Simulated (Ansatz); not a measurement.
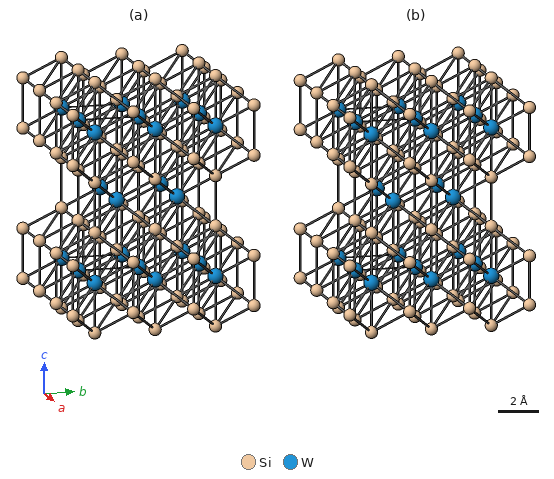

The structure of solid Si$_{2}$W (set up in I4/mmm) before (left) and after (right) a relaxation, at one scale.

Style: ball-and-stick. Shown: the conventional cell (2 times the calculation's cell), repeated 2 × 2 × 1 with one cell outlined, slightly off an axis. Lengths and directions refer to the drawn axes.

Theory: Ansatz 0.2.0, DFT LDA, scalar-relativistic, plane waves, PAW. (plane-wave cutoff 420 eV; k-point mesh 18 × 18 × 18; occupations gaussian; smearing width 0.1 eV; no spin polarisation; cell and atoms relaxed; force threshold 0.005 eV/Å; at most 80 steps)

Question: What changed between the two?

Answer: The largest moves relative to the cell, 0.013 Å, are those of Si atoms. W stays in place. The volume changes by −3.0 %, with a = b 3.212 → 3.185 Å (−0.8 %), c 7.880 → 7.772 Å (−1.4 %). Some distances before and after: Si–Si 2.632 → 2.570 Å, Si–W 2.625 → 2.593 Å, W–W 3.212 → 3.185 Å, Si–Si 2.621 → 2.609 Å. The space group stays I4/mmm (No. 139). After 3 accepted moves (4 points after the start) the energy has fallen by 11.6 meV per atom. Largest force component: 0.34 eV/Å at the start, 0.0042 eV/Å at the end. The pressure goes from −7.26 to −0.01 GPa. At 1 point the geometry stayed and the basis and grid were re-selected for the new cell (energy shift of 0.1 meV per atom at most each time).
